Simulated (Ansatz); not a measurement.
System: AgCl, space group P6_3mc, 4 atoms in the cell, wurtzite type.

```yaml
crystal:
  lattice:
    - [4.51974, 0.00000, 0.00000]
    - [-2.25987, 3.91421, 0.00000]
    - [0.00000, 0.00000, 5.72250]
  atoms:
    - { symbol: Ag, position: [0.33333, 0.66667, 0.93778] }
    - { symbol: Ag, position: [0.66667, 0.33333, 0.43778] }
    - { symbol: Cl, position: [0.33333, 0.66667, 0.43722] }
    - { symbol: Cl, position: [0.66667, 0.33333, 0.93722] }
```

Method: Hartree-Fock, plane waves, PAW, no spin polarisation, 6×6×4 k mesh, 420 eV cutoff (Ansatz).

What does the calculation give for the electronic structure?

There is a gap; over the k points computed it is 10.37 eV. The upper group of valence states starts about 5.5 eV under the valence-band top (which lies at −5.2 eV on this axis), with a gap beneath it; it holds about 32 electrons a cell.

The cell is at 8 GPa in this functional.

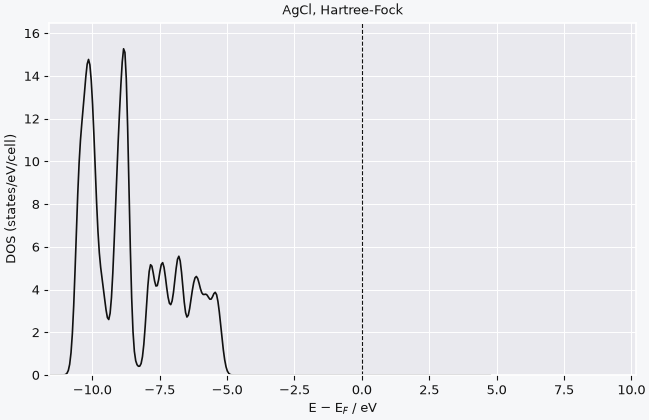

Density of states. Energies are counted from the Fermi level, put mid-gap where there is a gap. The curve is built from the levels of the k mesh with Gaussians 0.3 eV wide, which also blur the band edges.
